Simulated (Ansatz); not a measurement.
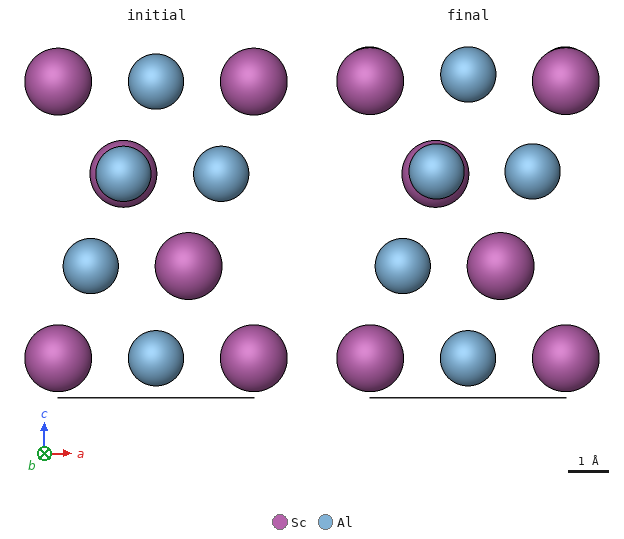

The structure of a slab of composition ScAl3 (cut from the Pm-3m phase) before (left) and after (right) a constrained relaxation, at one scale.

A spheres-only model of the cell of the calculation, outlined in the plane, without the vacuum (origin shifted), seen along the b axis.

Case: clean slab, lower half held. The slab is the (1 1 1) face of ScAl3. 8 atoms are held fixed.

Theory: DFT PBE+D3(BJ), scalar-relativistic, plane waves, PAW in Ansatz 0.2.0. Set-up: plane-wave cutoff 420 eV; k-point mesh 6 × 6 × 1; occupations gaussian; smearing width 0.1 eV; no spin polarisation; dipole correction; atoms relaxed in a fixed cell; force threshold 0.03 eV/Å; at most 70 steps.

### Summarise the run.

After 3 geometry steps the energy has fallen by 0.138 eV per cell of the calculation. The largest force component goes from 0.73 to 0.0027 eV/Å. The largest moves, 0.18 Å, are those of Al atoms. By element the largest moves are Al 0.18 Å, Sc 0.01 Å. The cell doesn't change. Among the contacts that change: Al–Sc 2.863 → 3.022 Å, Al–Al 2.863 → 2.948 Å, Al–Al 2.863 → 2.809 Å, Al–Al 2.863 → 2.917 Å.
